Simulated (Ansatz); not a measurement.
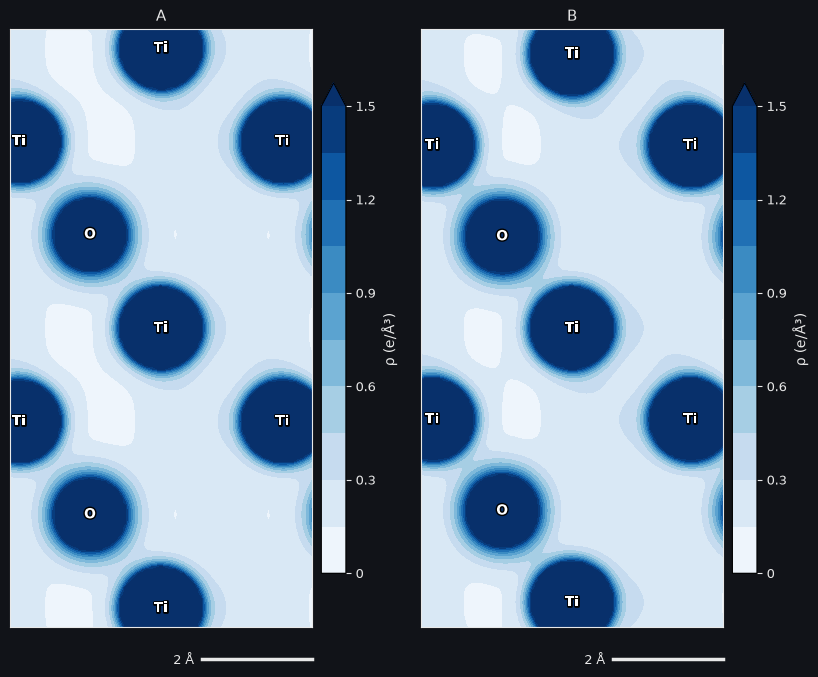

Ti$_{2}$O. The valence charge density (pseudo) of two cells that differ in size, on the (110) plane of each (indices in the axes of the calculation cell), at one length scale and on one colour scale; one has 11.4 and the other 12.1 Å³ an atom.

Space group P-3m1; computed without spin polarisation.

All numbers below come from DFT r2SCAN, scalar-relativistic, plane waves, PAW in Ansatz.

**Which panel shows the smaller cell, and what does the compression change?**

Panel B is the smaller cell, by 6 % in volume. From the larger cell to the smaller, Ti–Ti goes from 2.80 to 2.74 Å, and the density at its midpoint from 0.23 to 0.25 e/Å³; Ti–O goes from 2.14 to 2.10 Å, and the density at its midpoint from 0.42 to 0.46 e/Å³; the pressure goes from 0.0 to 14 GPa.
